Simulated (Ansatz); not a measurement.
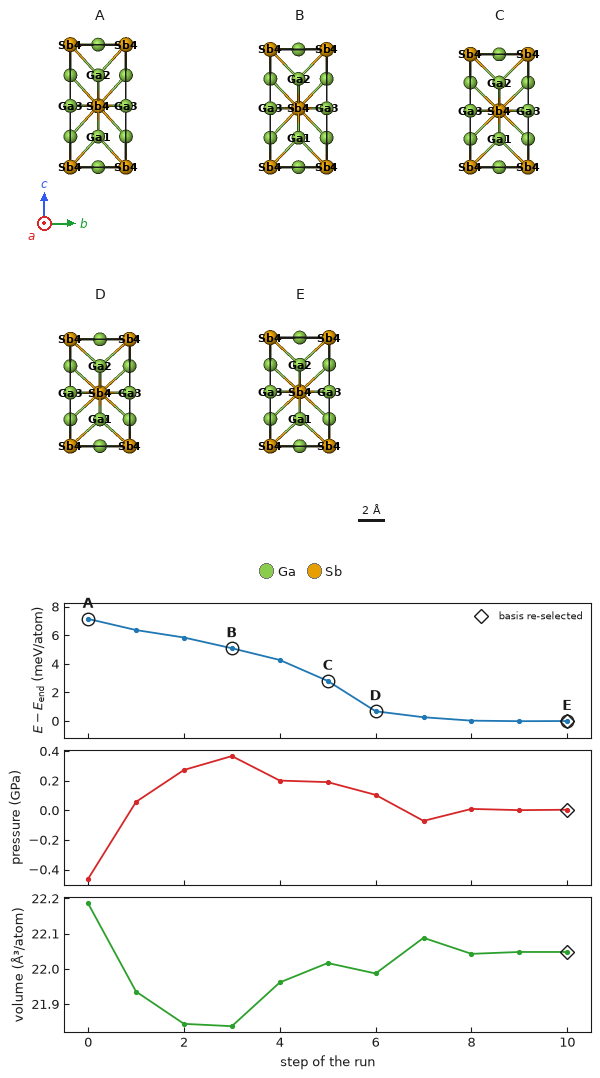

Frames of a relaxation of solid Ga3Sb (set up in I4/mmm), marked on the history of the run. A ball-and-stick model of the conventional cell (2 times the calculation's cell), seen along the a axis. Lengths and directions refer to the drawn axes.

The calculation used Ansatz 0.2.0, DFT PBE, scalar-relativistic, plane waves, PAW. (plane-wave cutoff 420 eV; k-point mesh 14 × 14 × 14; occupations gaussian; smearing width 0.1 eV; no spin polarisation; cell and atoms relaxed; force threshold 0.005 eV/Å; at most 80 steps)

Question: What happens along the run?

Answer: Over 9 accepted moves (10 points after the start) the energy falls by 7.1 meV per atom. All forces vanish by symmetry, so only the cell relaxes. Pressure: −0.46 GPa at the start and 0.00 GPa at the end. At 1 point the geometry stayed and the basis and grid were re-selected for the new cell (energy shift of less than 0.05 meV per atom at most each time). The atoms keep their places relative to the cell (all moves are under 0.005 Å). The volume changes by −0.6 %, with a = b 4.318 → 4.571 Å (+5.9 %), c 9.521 → 8.441 Å (−11.3 %). Among the contacts that change: Ga3–Sb4 3.053 → 3.232 Å, Ga1–Sb4 3.213 → 3.111 Å. Bond angles that change, for instance: Sb4–Ga1–Sb4 84.4° → 94.6°, Sb4–Ga1–Sb4 123.3° → 117.4°. The space group stays I4/mmm (No. 139). From step 0 to 3: volume −1.6 %, energy −2.1 meV per atom. From step 3 to 5: volume +0.8 %, energy −2.3 meV per atom. From step 5 to 6: volume −0.1 %, energy −2.1 meV per atom. From step 6 to 10: volume +0.3 %, energy −0.7 meV per atom.

| step | E − E(0), meV/atom | pressure, GPa | volume, Å³/atom | note |
| --- | --- | --- | --- | --- |
| 0 | 0.00 | -0.46 | 22.186 |  |
| 1 | -0.78 | 0.06 | 21.936 |  |
| 2 | -1.30 | 0.27 | 21.844 |  |
| 3 | -2.05 | 0.37 | 21.837 |  |
| 4 | -2.87 | 0.20 | 21.962 |  |
| 5 | -4.34 | 0.19 | 22.017 |  |
| 6 | -6.46 | 0.10 | 21.987 |  |
| 7 | -6.88 | -0.07 | 22.088 |  |
| 8 | -7.12 | 0.01 | 22.043 |  |
| 9 | -7.16 | 0.00 | 22.048 |  |
| 10 | -7.15 | 0.00 | 22.048 | same geometry, new basis |
